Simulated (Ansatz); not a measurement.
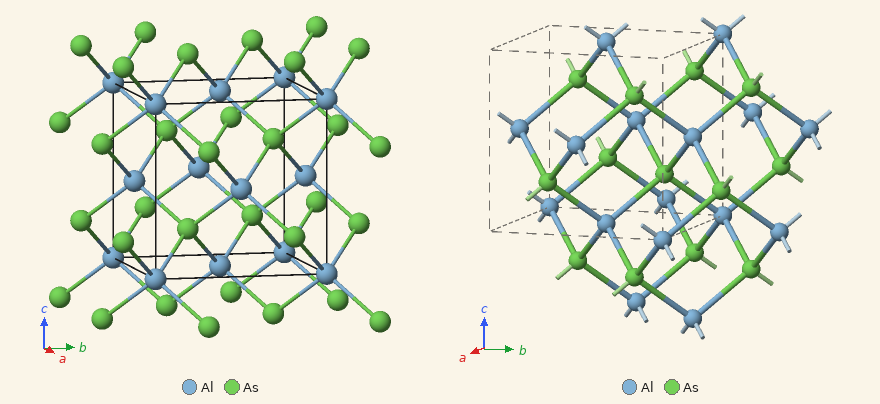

Left: the structure. Right: its underlying net. Nodes are coloured by element. Short stubs are edges that leave the cut-out.

The compound is AlAs (space group F-43m, No. 216), taken as a calculation's input that goes back to an entry of the Crystallography Open Database (an earlier step may have relaxed or displaced it).

Bonds are taken as Al–As below 2.8 Å. The graph is simplified in the usual way: terminal and isolated atoms are pruned, two-connected atoms become edges.

The result is a uninodal 4-connected, three-periodic net: Al and As are 4-connected nodes. It is the dia net, known from diamond, zinc blende and cristobalite. It is a single net, without interpenetration.

```tsv
node	links	point symbol	coordination sequence
Al and As	4	6^6	4 12 24 42 64 92 124 162
```
